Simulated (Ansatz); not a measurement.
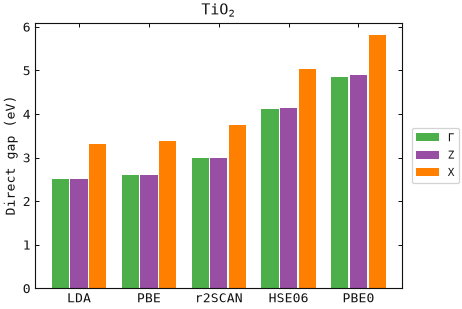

Direct gap at each named k point, by several methods on one cell of anatase TiO₂, space group I4_1/amd, 6 atoms in the primitive cell, relaxed with r2SCAN; a = 3.778 Å, c = 9.583 Å (tetragonal axes). All runs are without spin-orbit coupling and carry no moments. In reduced coordinates of the cell that was run, Z is (0.5, 0.5, −0.5) and X is (−0.5, 0.5, 0). The cell is at 5 GPa in PBE. The smallest gap is indirect or lies off these points.

> Does PBE0 open these direct gaps by one amount over PBE?

The shifts are +2.26 eV at Γ, +2.30 eV at Z and +2.42 eV at X, and at points that aren't plotted +2.49 eV (N), +2.44 eV (P), +2.46 eV (Σ) and +2.42 eV (Y): over the named points that both runs hold, a spread of 0.23 eV on a mean of 2.40 eV, so one shift describes them only roughly.

> How do the methods rank at Γ?

From low to high: LDA 2.51, PBE 2.60, r2SCAN 3.00, HSE06 4.12, PBE0 4.86 eV.

| method | program | Γ (eV) | Z (eV) | X (eV) |
| --- | --- | --- | --- | --- |
| LDA | Ansatz | 2.51 | 2.51 | 3.32 |
| PBE | Ansatz | 2.60 | 2.60 | 3.39 |
| r2SCAN | Ansatz | 3.00 | 3.00 | 3.76 |
| HSE06 | Ansatz | 4.12 | 4.15 | 5.04 |
| PBE0 | Ansatz | 4.86 | 4.90 | 5.81 |

Settings. LDA: Ansatz PAW set, 10×10×10 k mesh, 420 eV cutoff, fixed occupations (Ansatz 0.2.0). PBE: Ansatz PAW set, 10×10×10 k mesh, 420 eV cutoff, Fermi-Dirac smearing of 0.02 eV (Ansatz 0.2.0). r2SCAN: Ansatz PAW set, 10×10×10 k mesh, 500 eV cutoff, fixed occupations (Ansatz). HSE06: Ansatz PAW set, 6×6×6 k mesh, 420 eV cutoff, fixed occupations (Ansatz). PBE0: Ansatz PAW set, 6×6×6 k mesh, 420 eV cutoff, fixed occupations (Ansatz 0.2.0).

These are five of the 7 methods that were run on this cell. LDA, r2SCAN, HSE06 and PBE0: the PAW data sets were made with another functional. LDA, GGA and most meta-GGA functionals understate gaps. Over all k points computed the smallest gap is 2.04 eV in LDA, 2.16 eV in PBE, 2.53 eV in r2SCAN, 3.64 eV in HSE06 and 4.38 eV in PBE0, from the valence top at a point off the named ones to the conduction bottom at Γ. In reduced coordinates of the cell that was run, N is (0, 0.5, −0.5), P is (−0.25, 0.75, −0.25), Σ is (−0.289, 0.289, −0.289) and Y is (−0.5, 0.5, −0.078).
